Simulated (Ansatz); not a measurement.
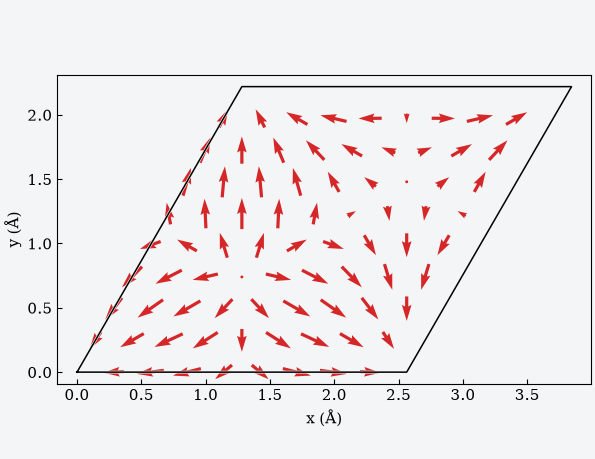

BN (F-43m, No. 216; 12 atoms in the cell). Gamma surface: rigid slide across a plane, one fault a cell; the plane is (1 −1 1) of the conventional cell, and the faces at the cut hold N and B. Places are given modulo a cell vector. The map is drawn in real space over the plane of the slide. Nothing is relaxed (rigid halves, spacing across the cut fixed). The scan uses a 9 × 9 grid; 19 points were computed and 62 follow by symmetry. Theory: DFT PBE, scalar-relativistic, plane waves, PAW in Ansatz. Settings: cutoff 520 eV, k-mesh 10×10×2 in the order of the run's cell vectors, gaussian smearing 0.05 eV, no spin polarisation.

The picture shows arrows along the force (downhill), their lengths compressed, the outline of one cell of the plane.

> The arrows alone are given. Where is the energy lowest?

The arrows converge at (0/9, 0/9) of the cell vectors (read from the interpolated surface).

The energy map of the same scan:

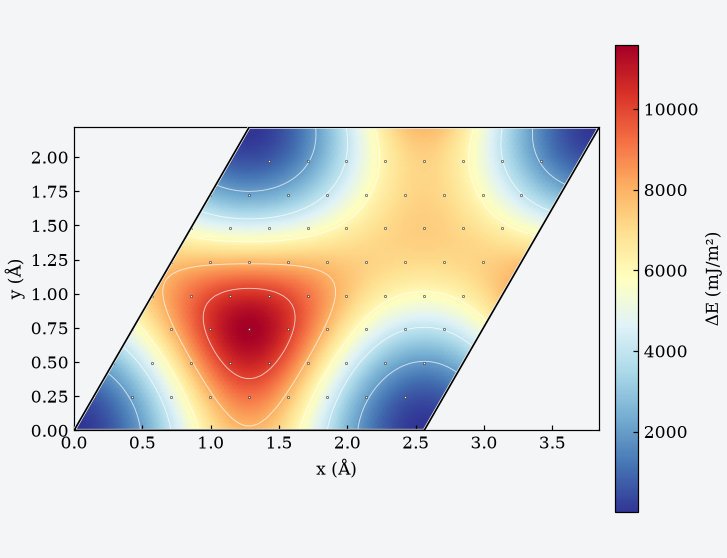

Energies are in mJ/m², from the lowest grid point; between grid points the surface is interpolated.

PAW datasets: the set soft_1.
